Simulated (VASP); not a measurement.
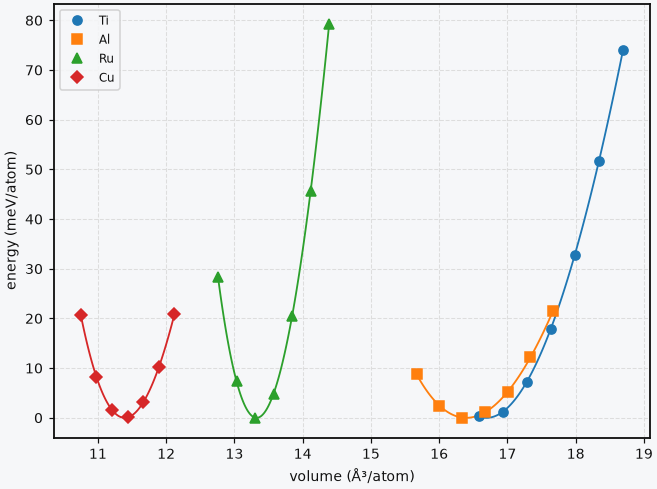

Caption: Energy against volume, with one curve for each element, for Al, Cu, Ru and Ti (all in space group P6_3/mmc (No. 194)).

Settings that differ: Ti: k mesh 10×10×6; Al: k mesh 11×11×6; Ru: k mesh 11×11×6; Cu: k mesh 12×12×7.

The fitted equilibrium volumes, smallest first, are Cu 11.393, Ru 13.325, Al 16.397, Ti 16.694 Å³/atom. The fitted bulk moduli, smallest first, are Al 80.0, Ti 117.4, Cu 162.4, Ru 348.0 GPa.

Method: plane-wave DFT, no spin polarisation; energies at scaled volumes of the given cell, shape and fractions fixed, counted from the fit's minimum, third-order Birch-Murnaghan fit (VASP 6.6.1). Level: PBEsol.

- occupations: Fermi–Dirac
- smearing width: 0.05 eV
- potentials: VASP PAW PBE potentials, recommended
- wave cutoff: 520 eV

Note: shape and atomic fractions are frozen while scaling, which makes layered, chain and framework solids too stiff.

Input of one of the runs behind the figure:
```
PREC = Accurate
ENCUT = 520
EDIFF = 1E-7
ISMEAR = -1
SIGMA = 0.05
LREAL = F
LASPH = T
NELM = 60
ALGO = Normal
ISIF = 2
LWAVE = F
LCHARG = F
GGA = PS
NBANDS = 21
```

Command:
```bash
cat potpaw_PBE.64/Ru_pv/POTCAR > POTCAR
mpirun -np 1 vasp_std > vasp.out
```
